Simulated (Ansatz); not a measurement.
Run report: Ba27Hf27O81, single-point calculation (part 2 of 2)

Continued. System: Ba27Hf27O81 (Pm-3m, 135 atoms in the cell). Method: DFT, PBEsol, PAW, plane waves (Ansatz 0.2.0); cutoff 420 eV, 1×1×1 k-mesh, Fermi–Dirac smearing of 0.01 eV. The structure was built on a prototype by a generator; it need not be a known phase.

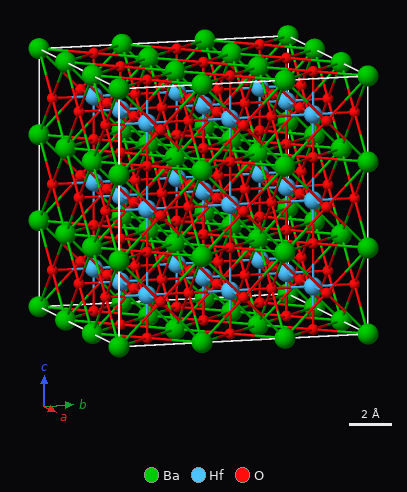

Figure 1. The input geometry (ball-and-stick view of the cell of the calculation, seen slightly off an axis).

Output, continued:
```
  k-point 0: bands = ["-48.1527", "-48.1523", "-48.1523", "-48.1523", "-48.1523", "-48.1523", "-48.1523", "-48.1519", "-48.1519", "-48.1519", ... 665 levels left out ..., "10.8468", "10.8468", "10.8468", "11.1237", "11.1237", "11.1237", "11.1237", "11.1237", "11.1237", "11.1237", "11.1237", "11.1237", "11.1237", "11.1237", "11.1237", "11.1237", "11.1237", "11.1237", "11.1237", "11.2568", "11.2568", "11.2568", "11.2568", "11.2568", "11.2568", "11.2568", "11.2568", "11.2568", "11.2568",
      "11.2568", "11.2568", "11.3003", "11.3003", "11.3003", "11.3003", "11.3003", "11.3003", "11.3003", "11.3003", "11.3003", "11.3003", "11.3003", "11.3003", "11.3297", "11.3297", "11.3297", "11.3297", "11.3297", "11.3297", "11.3297", "11.3297", "11.5151", "11.5151", "11.5151", "15.1521", "15.1521", "15.1521", "15.4877", "15.4877", "15.4877", "15.4877", "15.4877", "15.4877", "16.2883", "16.2883", "17.1576", "17.1576", "17.1576", "17.1576",
      "17.1576", "17.1576", "17.1576", "17.1576", "17.1576", "17.1576", "17.1576", "17.1576", "17.2805", "17.2805", "17.2805", "17.2805", "17.2805", "17.2805", "17.2805", "17.2805", "17.2805", "17.2805", "17.2805", "17.2805", "17.2915", "17.2915", "17.2915", "17.2915", "17.2915", "17.2915", "17.2915", "17.2915", "17.2915", "17.2915", "17.2915", "17.2915", "17.4341", "17.5275", "17.5275", "17.5275", "17.5275", "17.5275", "17.5275", "17.5275",
      "17.5275", "17.5275", "17.5275", "17.5275", "17.5275", "17.6447", "17.6447", "17.6447", "17.6447", "17.6447", "17.6447", "17.7639", "17.7639", "17.7639", "17.7639", "17.7639", "17.7639", "17.7825", "17.7825", "17.7825", "17.7825", "17.7825", "17.7825", "17.7825", "17.7825", "17.7825", "17.7825", "17.7825", "17.7825", "17.7825", "17.7825", "17.7825", "17.7825", "17.8492", "17.8492", "17.8492", "17.8492", "17.8492", "17.8492", "17.8492",
      "17.8492", "18.9537", "18.9537", "18.9537", "18.9537", "18.9537", "18.9537", "18.9537", "18.9537", "18.9537", "18.9537", "18.9537", "18.9537", "19.1775", "19.1775", "19.1775", "19.1775", "19.1775", "19.1775", "19.1775", "19.1775", "19.1775", "19.1775", "19.1775", "19.1775", "19.3034", "19.3034", "19.3034", "19.3034", "19.3034", "19.3034", "19.3034", "19.3034", "19.3394", "19.3394", "19.3394", "19.3394", "19.3394", "19.3394", "19.3394",
      "19.3394", "19.3394", "19.3394", "19.3394", "19.3394", "19.4285", "19.4285", "19.4285", "19.4285", "19.4285", "19.4285"]
--- Löwdin populations: 135 sites ---
  site symbol       q [e]
     0     Ba      8.1936
     1     Ba      8.1936
     2     Ba      8.1936
     3     Ba      8.1936
     4     Ba      8.1936
     5     Ba      8.1936
     6     Ba      8.1936
     7     Ba      8.1936
     8     Ba      8.1936
     9     Ba      8.1936
    10     Ba      8.1936
    11     Ba      8.1936
    12     Ba      8.1936
    13     Ba      8.1936
    14     Ba      8.1936
    15     Ba      8.1936
    16     Ba      8.1936
    17     Ba      8.1936
    18     Ba      8.1936
    19     Ba      8.1936
    20     Ba      8.1936
    21     Ba      8.1936
    22     Ba      8.1936
    23     Ba      8.1936
    24     Ba      8.1936
    25     Ba      8.1936
    26     Ba      8.1936
    27     Hf     24.8808
    28     Hf     24.8808
    29     Hf     24.8808
    30     Hf     24.8808
    31     Hf     24.8808
    32     Hf     24.8808
    33     Hf     24.8808
    34     Hf     24.8808
    35     Hf     24.8808
    36     Hf     24.8808
    37     Hf     24.8808
    38     Hf     24.8808
    39     Hf     24.8808
    40     Hf     24.8808
    41     Hf     24.8808
    42     Hf     24.8808
    43     Hf     24.8808
    44     Hf     24.8808
    45     Hf     24.8808
    46     Hf     24.8808
    47     Hf     24.8808
    48     Hf     24.8808
    49     Hf     24.8808
    50     Hf     24.8808
    51     Hf     24.8808
    52     Hf     24.8808
    53     Hf     24.8808
    54      O      6.8476
    55      O      6.8476
    56      O      6.8476
    57      O      6.8476
    58      O      6.8476
    59      O      6.8476
    60      O      6.8476
    61      O      6.8476
    62      O      6.8476
    63      O      6.8476
    64      O      6.8476
    65      O      6.8476
    66      O      6.8476
    67      O      6.8476
    68      O      6.8476
    69      O      6.8476
    70      O      6.8476
    71      O      6.8476
    72      O      6.8476
    73      O      6.8476
    74      O      6.8476
    75      O      6.8476
    76      O      6.8476
    77      O      6.8476
    78      O      6.8476
    79      O      6.8476
    80      O      6.8476
    81      O      6.8476
    82      O      6.8476
    83      O      6.8476
    84      O      6.8476
    85      O      6.8476
    86      O      6.8476
    87      O      6.8476
    88      O      6.8476
    89      O      6.8476
    90      O      6.8476
    91      O      6.8476
    92      O      6.8476
    93      O      6.8476
    94      O      6.8476
    95      O      6.8476
    96      O      6.8476
    97      O      6.8476
    98      O      6.8476
    99      O      6.8476
   100      O      6.8476
   101      O      6.8476
   102      O      6.8476
   103      O      6.8476
   104      O      6.8476
   105      O      6.8476
   106      O      6.8476
   107      O      6.8476
   108      O      6.8476
   109      O      6.8476
   110      O      6.8476
   111      O      6.8476
   112      O      6.8476
   113      O      6.8476
   114      O      6.8476
   115      O      6.8476
   116      O      6.8476
   117      O      6.8476
   118      O      6.8476
   119      O      6.8476
   120      O      6.8476
   121      O      6.8476
   122      O      6.8476
   123      O      6.8476
   124      O      6.8476
   125      O      6.8476
   126      O      6.8476
   127      O      6.8476
   128      O      6.8476
   129      O      6.8476
   130      O      6.8476
   131      O      6.8476
   132      O      6.8476
   133      O      6.8476
   134      O      6.8476
  spilling = 0.007087 (of n_electrons = 1458.000000)
```

The run was set up as follows.

The input:
```yaml
crystal:
  lattice:
    - [12.472781, 0.000000, 0.000000]
    - [0.000000, 12.472781, 0.000000]
    - [0.000000, 0.000000, 12.472781]
  atoms:
    - { symbol: Ba, position: [0.000000, 0.000000, 0.000000] }
    - { symbol: Ba, position: [0.000000, 0.000000, 0.333333] }
    - { symbol: Ba, position: [0.000000, 0.000000, 0.666667] }
    - { symbol: Ba, position: [0.000000, 0.333333, 0.000000] }
    - { symbol: Ba, position: [0.000000, 0.333333, 0.333333] }
    - { symbol: Ba, position: [0.000000, 0.333333, 0.666667] }
    - { symbol: Ba, position: [0.000000, 0.666667, 0.000000] }
    - { symbol: Ba, position: [0.000000, 0.666667, 0.333333] }
    - { symbol: Ba, position: [0.000000, 0.666667, 0.666667] }
    - { symbol: Ba, position: [0.333333, 0.000000, 0.000000] }
    - { symbol: Ba, position: [0.333333, 0.000000, 0.333333] }
    - { symbol: Ba, position: [0.333333, 0.000000, 0.666667] }
    - { symbol: Ba, position: [0.333333, 0.333333, 0.000000] }
    - { symbol: Ba, position: [0.333333, 0.333333, 0.333333] }
    - { symbol: Ba, position: [0.333333, 0.333333, 0.666667] }
    - { symbol: Ba, position: [0.333333, 0.666667, 0.000000] }
    - { symbol: Ba, position: [0.333333, 0.666667, 0.333333] }
    - { symbol: Ba, position: [0.333333, 0.666667, 0.666667] }
    - { symbol: Ba, position: [0.666667, 0.000000, 0.000000] }
    - { symbol: Ba, position: [0.666667, 0.000000, 0.333333] }
    - { symbol: Ba, position: [0.666667, 0.000000, 0.666667] }
    - { symbol: Ba, position: [0.666667, 0.333333, 0.000000] }
    - { symbol: Ba, position: [0.666667, 0.333333, 0.333333] }
    - { symbol: Ba, position: [0.666667, 0.333333, 0.666667] }
    - { symbol: Ba, position: [0.666667, 0.666667, 0.000000] }
    - { symbol: Ba, position: [0.666667, 0.666667, 0.333333] }
    - { symbol: Ba, position: [0.666667, 0.666667, 0.666667] }
    - { symbol: Hf, position: [0.166667, 0.166667, 0.166667] }
    - { symbol: Hf, position: [0.166667, 0.166667, 0.500000] }
    - { symbol: Hf, position: [0.166667, 0.166667, 0.833333] }
    - { symbol: Hf, position: [0.166667, 0.500000, 0.166667] }
    - { symbol: Hf, position: [0.166667, 0.500000, 0.500000] }
    - { symbol: Hf, position: [0.166667, 0.500000, 0.833333] }
    - { symbol: Hf, position: [0.166667, 0.833333, 0.166667] }
    - { symbol: Hf, position: [0.166667, 0.833333, 0.500000] }
    - { symbol: Hf, position: [0.166667, 0.833333, 0.833333] }
    - { symbol: Hf, position: [0.500000, 0.166667, 0.166667] }
    - { symbol: Hf, position: [0.500000, 0.166667, 0.500000] }
    - { symbol: Hf, position: [0.500000, 0.166667, 0.833333] }
    - { symbol: Hf, position: [0.500000, 0.500000, 0.166667] }
    - { symbol: Hf, position: [0.500000, 0.500000, 0.500000] }
    - { symbol: Hf, position: [0.500000, 0.500000, 0.833333] }
    - { symbol: Hf, position: [0.500000, 0.833333, 0.166667] }
    - { symbol: Hf, position: [0.500000, 0.833333, 0.500000] }
    - { symbol: Hf, position: [0.500000, 0.833333, 0.833333] }
    - { symbol: Hf, position: [0.833333, 0.166667, 0.166667] }
    - { symbol: Hf, position: [0.833333, 0.166667, 0.500000] }
    - { symbol: Hf, position: [0.833333, 0.166667, 0.833333] }
    - { symbol: Hf, position: [0.833333, 0.500000, 0.166667] }
    - { symbol: Hf, position: [0.833333, 0.500000, 0.500000] }
    - { symbol: Hf, position: [0.833333, 0.500000, 0.833333] }
    - { symbol: Hf, position: [0.833333, 0.833333, 0.166667] }
    - { symbol: Hf, position: [0.833333, 0.833333, 0.500000] }
    - { symbol: Hf, position: [0.833333, 0.833333, 0.833333] }
    - { symbol: O, position: [0.166667, 0.166667, 0.000000] }
    - { symbol: O, position: [0.166667, 0.166667, 0.333333] }
    - { symbol: O, position: [0.166667, 0.166667, 0.666667] }
    - { symbol: O, position: [0.166667, 0.500000, 0.000000] }
    - { symbol: O, position: [0.166667, 0.500000, 0.333333] }
    - { symbol: O, position: [0.166667, 0.500000, 0.666667] }
    - { symbol: O, position: [0.166667, 0.833333, 0.000000] }
    - { symbol: O, position: [0.166667, 0.833333, 0.333333] }
    - { symbol: O, position: [0.166667, 0.833333, 0.666667] }
    - { symbol: O, position: [0.500000, 0.166667, 0.000000] }
    - { symbol: O, position: [0.500000, 0.166667, 0.333333] }
    - { symbol: O, position: [0.500000, 0.166667, 0.666667] }
    - { symbol: O, position: [0.500000, 0.500000, 0.000000] }
    - { symbol: O, position: [0.500000, 0.500000, 0.333333] }
    - { symbol: O, position: [0.500000, 0.500000, 0.666667] }
    - { symbol: O, position: [0.500000, 0.833333, 0.000000] }
    - { symbol: O, position: [0.500000, 0.833333, 0.333333] }
    - { symbol: O, position: [0.500000, 0.833333, 0.666667] }
    - { symbol: O, position: [0.833333, 0.166667, 0.000000] }
    - { symbol: O, position: [0.833333, 0.166667, 0.333333] }
    - { symbol: O, position: [0.833333, 0.166667, 0.666667] }
    - { symbol: O, position: [0.833333, 0.500000, 0.000000] }
    - { symbol: O, position: [0.833333, 0.500000, 0.333333] }
    - { symbol: O, position: [0.833333, 0.500000, 0.666667] }
    - { symbol: O, position: [0.833333, 0.833333, 0.000000] }
    - { symbol: O, position: [0.833333, 0.833333, 0.333333] }
    - { symbol: O, position: [0.833333, 0.833333, 0.666667] }
    - { symbol: O, position: [0.000000, 0.166667, 0.166667] }
    - { symbol: O, position: [0.000000, 0.166667, 0.500000] }
    - { symbol: O, position: [0.000000, 0.166667, 0.833333] }
    - { symbol: O, position: [0.000000, 0.500000, 0.166667] }
    - { symbol: O, position: [0.000000, 0.500000, 0.500000] }
    - { symbol: O, position: [0.000000, 0.500000, 0.833333] }
    - { symbol: O, position: [0.000000, 0.833333, 0.166667] }
    - { symbol: O, position: [0.000000, 0.833333, 0.500000] }
    - { symbol: O, position: [0.000000, 0.833333, 0.833333] }
    - { symbol: O, position: [0.333333, 0.166667, 0.166667] }
    - { symbol: O, position: [0.333333, 0.166667, 0.500000] }
    - { symbol: O, position: [0.333333, 0.166667, 0.833333] }
    - { symbol: O, position: [0.333333, 0.500000, 0.166667] }
    - { symbol: O, position: [0.333333, 0.500000, 0.500000] }
    - { symbol: O, position: [0.333333, 0.500000, 0.833333] }
    - { symbol: O, position: [0.333333, 0.833333, 0.166667] }
    - { symbol: O, position: [0.333333, 0.833333, 0.500000] }
    - { symbol: O, position: [0.333333, 0.833333, 0.833333] }
    - { symbol: O, position: [0.666667, 0.166667, 0.166667] }
    - { symbol: O, position: [0.666667, 0.166667, 0.500000] }
    - { symbol: O, position: [0.666667, 0.166667, 0.833333] }
    - { symbol: O, position: [0.666667, 0.500000, 0.166667] }
    - { symbol: O, position: [0.666667, 0.500000, 0.500000] }
    - { symbol: O, position: [0.666667, 0.500000, 0.833333] }
    - { symbol: O, position: [0.666667, 0.833333, 0.166667] }
    - { symbol: O, position: [0.666667, 0.833333, 0.500000] }
    - { symbol: O, position: [0.666667, 0.833333, 0.833333] }
    - { symbol: O, position: [0.166667, 0.000000, 0.166667] }
    - { symbol: O, position: [0.166667, 0.000000, 0.500000] }
    - { symbol: O, position: [0.166667, 0.000000, 0.833333] }
    - { symbol: O, position: [0.166667, 0.333333, 0.166667] }
    - { symbol: O, position: [0.166667, 0.333333, 0.500000] }
    - { symbol: O, position: [0.166667, 0.333333, 0.833333] }
    - { symbol: O, position: [0.166667, 0.666667, 0.166667] }
    - { symbol: O, position: [0.166667, 0.666667, 0.500000] }
    - { symbol: O, position: [0.166667, 0.666667, 0.833333] }
    - { symbol: O, position: [0.500000, 0.000000, 0.166667] }
    - { symbol: O, position: [0.500000, 0.000000, 0.500000] }
    - { symbol: O, position: [0.500000, 0.000000, 0.833333] }
    - { symbol: O, position: [0.500000, 0.333333, 0.166667] }
    - { symbol: O, position: [0.500000, 0.333333, 0.500000] }
    - { symbol: O, position: [0.500000, 0.333333, 0.833333] }
    - { symbol: O, position: [0.500000, 0.666667, 0.166667] }
    - { symbol: O, position: [0.500000, 0.666667, 0.500000] }
    - { symbol: O, position: [0.500000, 0.666667, 0.833333] }
    - { symbol: O, position: [0.833333, 0.000000, 0.166667] }
    - { symbol: O, position: [0.833333, 0.000000, 0.500000] }
    - { symbol: O, position: [0.833333, 0.000000, 0.833333] }
    - { symbol: O, position: [0.833333, 0.333333, 0.166667] }
    - { symbol: O, position: [0.833333, 0.333333, 0.500000] }
    - { symbol: O, position: [0.833333, 0.333333, 0.833333] }
    - { symbol: O, position: [0.833333, 0.666667, 0.166667] }
    - { symbol: O, position: [0.833333, 0.666667, 0.500000] }
    - { symbol: O, position: [0.833333, 0.666667, 0.833333] }
kpoints:
  mp_grid: { grid: [1, 1, 1] }
hamiltonian:
  xc: pbesol
scf:
  occupations: { method: fermi_dirac, width: 0.01 }
output:
  forces: true
  eigenvalues: true
  stress: true
  populations: true
  eigenstates: { kpoints: [[0, 0, 0]], e_range: [-6.0, 6.0], localisation: true }
```

Results in brief:

- outcome: converged
- space group (tolerance 0.01 Å): Pm-3m (221)
- electrons treated: 1458
- free energy: −625118.7168 eV
- Fermi energy: 13.334 eV
- pressure: 0.21 GPa
- largest force (length of the vector): under 0.001 eV/Å
- hardware: 1 × NVIDIA GB300, 8 threads of Arm Neoverse-V2, shared host
- wall time: 8 s (CPU time 22 s)
- peak memory: 3.1 GiB

Notes:

The program warns: the structure was made exactly symmetric. Spin–orbit coupling is left out, which matters for Hf. The k-point mesh is coarse for a cell of this size, so the results may not be converged.
